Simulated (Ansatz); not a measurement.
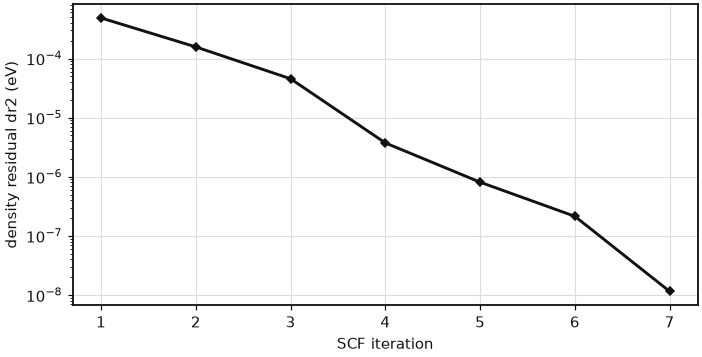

The plot shows the SCF iterations of a calculation: density residual dr2. The starting density is a sum of atomic densities corrected by a trained network, so the first residual is already small.

Ga$_{2}$O$_{3}$ (10 atoms in the cell), run with Ansatz.

```
crystal:
  lattice:
    - [6.2274305698, -1.5417565254, 0.0114918241]
    - [6.2274305698, 1.5417565254, 0.0114918241]
    - [-1.4027229106, 0.0, 5.7076943272]
  atoms:
    - { symbol: Ga, position: [0.0899134334, 0.0899134334, 0.7947233178] }
    - { symbol: Ga, position: [0.9100865666, 0.9100865666, 0.2052766822] }
    - { symbol: Ga, position: [0.6585007301, 0.6585007301, 0.3141978919] }
    - { symbol: Ga, position: [0.3414992699, 0.3414992699, 0.6858021081] }
    - { symbol: O, position: [0.1634883762, 0.1634883762, 0.1092060597] }
    - { symbol: O, position: [0.8365116238, 0.8365116238, 0.8907939403] }
    - { symbol: O, position: [0.1737013134, 0.1737013134, 0.5643594345] }
    - { symbol: O, position: [0.8262986866, 0.8262986866, 0.4356405655] }
    - { symbol: O, position: [0.4960195701, 0.4960195701, 0.2566813643] }
    - { symbol: O, position: [0.5039804299, 0.5039804299, 0.7433186357] }
basis:
  ecutwfc: 420
kpoints:
  mp_grid: { grid: [10, 10, 6] }
hamiltonian:
  xc: pbe
scf:
  occupations: { method: fixed }
  max_iter: 60
output:
  forces: true
  eigenvalues: true
  stress: true
```

Run as:
```bash
ansatz run input.yaml --threads 2 --pin off --max-ram 5120MiB --backend cpu --events-out ev --progress --plain --runs-dir out
```

Question: Did the calculation converge?

Answer: It converged, after 7 iterations. The residual falls at every step.

Question: What is the residual at the start and at the end?

Answer: It starts near 5 × 10⁻⁴ and ends near 10⁻⁸ eV.

Question: Is anything amiss with this input?

Answer: The input holds an odd setting (fixed occupations whatever the gap). The SCF closed; whether the result suffers can't be told from this run alone.
